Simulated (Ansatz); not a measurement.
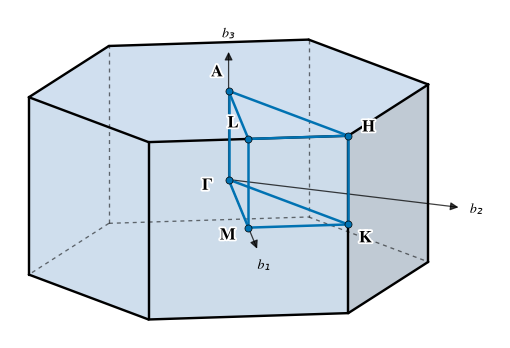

For Cu, the geometry relaxed with Ansatz 0.2.0, DFT PBE, scalar-relativistic, plane waves, PAW: the first Brillouin zone and its special points. The drawing is computed from the coordinates (standard cell, symmetry found to 0.002 Å).

Space group P6_3/mmc (No. 194); a = 2.568 Å, b = 2.568 Å, c = 4.194 Å, α = 90.00°, β = 90.00°, γ = 120.00°.

Labels and path follow the convention of Hinuma et al. (2017), as computed by seekpath; the arrows show the directions of the reciprocal primitive vectors b₁, b₂, b₃, in which coordinates are given; lengths include the factor 2π.

> List the special points with their coordinates and distances from Γ.

| point | k₁ | k₂ | k₃ | length of k (1/Å) |
| --- | --- | --- | --- | --- |
| Γ | 0 | 0 | 0 | 0.000 |
| A | 0 | 0 | 1/2 | 0.749 |
| K | 1/3 | 1/3 | 0 | 1.631 |
| H | 1/3 | 1/3 | 1/2 | 1.795 |
| M | 1/2 | 0 | 0 | 1.413 |
| L | 1/2 | 0 | 1/2 | 1.599 |

> What is the zone's volume?

(2π)³ over the primitive cell's volume of 23.95 Å³: 10.4 Å⁻³.
